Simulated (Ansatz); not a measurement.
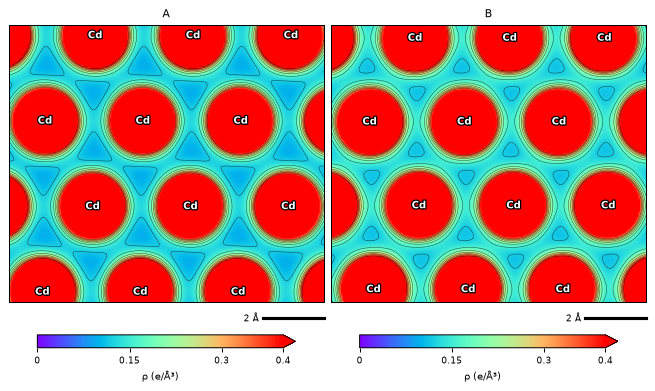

Cd. The valence electron density of two cells that differ in size and shape, on the (111) plane of each (indices in the axes of the calculation cell), at one length scale and on one colour scale; one has 22.3 and the other 24.1 Å³ an atom.

Theory: Ansatz 0.2.0, DFT PBE, scalar-relativistic, plane waves, PAW.

In a PAW calculation such maps are meaningful between the atoms, not at the nuclei.

The larger cell:

```yaml
crystal:
  lattice:
    - [0.00000, 2.31434, 2.25415]
    - [2.31434, 0.00000, 2.25415]
    - [2.31434, 2.31434, 0.00000]
  atoms:
    - { symbol: Cd, position: [0.00000, 0.00000, 0.00000] }
```

The smaller cell: a = 3.209 Å, b = 3.125 Å, c = 3.146 Å, α = 61.56°, β = 58.89°, γ = 59.55°.

### Which is the denser cell? Describe the effect of the change.

Panel B is the smaller cell, by 8 % in volume. From the larger cell to the smaller, Cd–Cd goes from 3.23 to 3.15 Å, and the density at its midpoint from 0.13 to 0.15 e/Å³; the pressure goes from −2.0 to 1.1 GPa.
